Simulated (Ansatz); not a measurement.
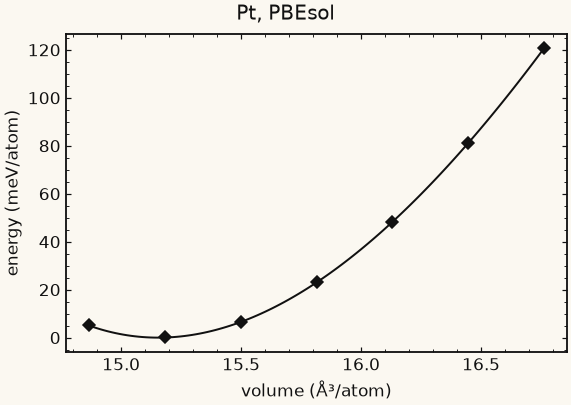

The figure shows the energy against volume for Pt, space group P6_3/mmc (No. 194).

Starting cell:
```
Pt
1.0
     2.76067    0.00000    0.00000
    -1.38033    2.39081    0.00000
     0.00000    0.00000    4.79213
Pt
2
Direct
  0.33333 0.66667 0.25000
  0.66667 0.33333 0.75000
```

Method: all-electron LAPW DFT, no spin polarisation; energies at scaled volumes of the given cell, shape and fractions fixed, counted from the fit's minimum, third-order Birch-Murnaghan fit (Ansatz 0.2.0). Level: PBEsol.

- k mesh: 11×11×6
- occupations: Fermi–Dirac
- smearing width: 0.05 eV
- potentials: all electron LAPW, scalar relativistic
- program settings: basis error eV/atom 0.001

This calculation gives: equilibrium volume 15.15 Å³/atom and bulk modulus 281 GPa.

Now the level changes from PBEsol to LDA. What happens?

The equilibrium volume falls from 15.15 to 14.88 Å³/atom (−1.8 %) and the bulk modulus rises from 281 to 301 GPa (+7.1 %).

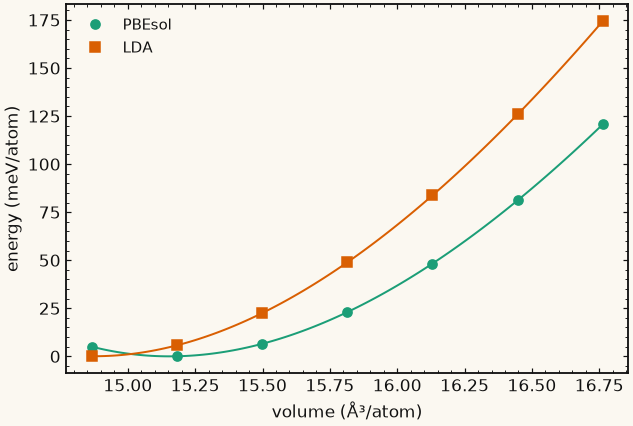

The two results together.

For PBEsol, limits of the calculation: spin-orbit coupling left out, heavy elements; shape and atomic fractions are frozen while scaling, which makes layered, chain and framework solids too stiff.

For LDA, limits of the calculation: the fit and the printed pressures don't fully agree, or the minimum lies near the end of the range; spin-orbit coupling left out, heavy elements; shape and atomic fractions are frozen while scaling, which makes layered, chain and framework solids too stiff.

V0 and the bulk modulus come from third-order Birch–Murnaghan fits.
